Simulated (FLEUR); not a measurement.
System: Si, space group I4_1/amd (No. 141).

The given structure:
```cif
data_structure
_symmetry_space_group_name_H-M 'P 1'
_symmetry_Int_Tables_number 1
_cell_length_a 3.6075
_cell_length_b 3.6075
_cell_length_c 3.6075
_cell_angle_alpha 97.803
_cell_angle_beta 97.803
_cell_angle_gamma 136.757
_cell_volume 29.90
loop_
_atom_site_label
_atom_site_type_symbol
_atom_site_fract_x
_atom_site_fract_y
_atom_site_fract_z
_atom_site_occupancy
Si1 Si 0.50000 0.50000 0.00000 1
Si2 Si 0.25000 0.75000 0.50000 1
```

Method: all-electron LAPW DFT, no spin polarisation; energies at scaled volumes of the given cell, shape and fractions fixed, counted from the fit's minimum, third-order Birch-Murnaghan fit (FLEUR MaX-R8.1 (later development tree)). Level: LDA.

- k mesh: 11×11×11
- occupations: Fermi–Dirac
- smearing width: 0.05 eV
- potentials: all electron
- program settings: basis FLAPW, kmax 4.69 1/bohr

Predict the energy against volume. The volume takes the values 14.053, 14.352, 14.950, 15.548, 15.847 Å³/atom.

A third-order Birch–Murnaghan fit gives V0 = 14.82 Å³/atom, B0 = 117 GPa and B′ = 4.7. The energy is 16.21 meV/atom at volume 14.053 Å³/atom and 22.63 meV/atom at 15.847 Å³/atom; the lowest computed point is at volume 14.950 Å³/atom (0.37 meV/atom).

| volume (Å³/atom) | energy (meV/atom) |
| --- | --- |
| 14.053 | 16.21 |
| 14.352 | 5.85 |
| 14.950 | 0.37 |
| 15.548 | 11.75 |
| 15.847 | 22.63 |

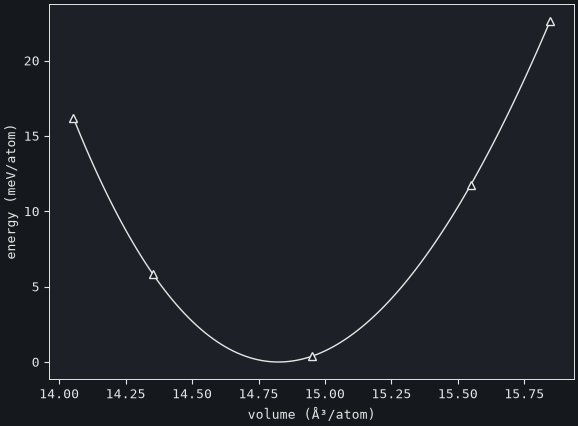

Note: shape and atomic fractions are frozen while scaling, which makes layered, chain and framework solids too stiff.
